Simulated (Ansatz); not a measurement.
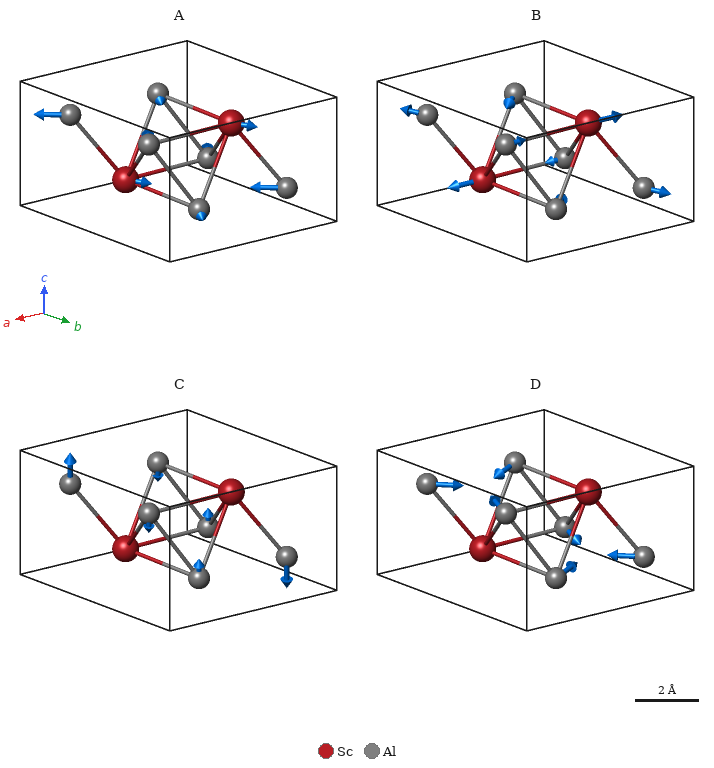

Four optical modes of a crystal of ScAl$_{3}$ (a generated structure) at the zone centre, in no order (one member of each degenerate set). The blue arrows are the displacements of the atoms (eigenvector over the root of the mass), of arbitrary overall length and sign. Style: ball-and-stick. Shown: the cell of the calculation, from a free direction.

All numbers below come from Ansatz 0.2.0, DFT PBE, scalar-relativistic, plane waves, PAW. Set-up: plane-wave cutoff 420 eV; k-point mesh 6 × 6 × 8; occupations fermi dirac; smearing width 0.15 eV; no spin polarisation.

The frequencies depend somewhat on the k-mesh and the smearing.

Question: Rank the modes by frequency, softest first.

Answer: B (165 cm⁻¹), C (214 cm⁻¹), A (245 cm⁻¹), D (283 cm⁻¹). B, E₂g: Atoms of one kind move against one another, with no net shift of any sublattice; the kinetic energy is shared as Sc 55 %, Al 45 %. C, E₁g: The Sc atoms stay at rest; all motion is along c; atoms of one kind move against one another, with no net shift of their sublattice. A, E₁u: The kinetic energy is shared as Al 74 %, Sc 26 %. D, A₁g: The Sc atoms stay at rest; atoms of one kind move against one another, with no net shift of their sublattice. The crystal is metallic in this run.
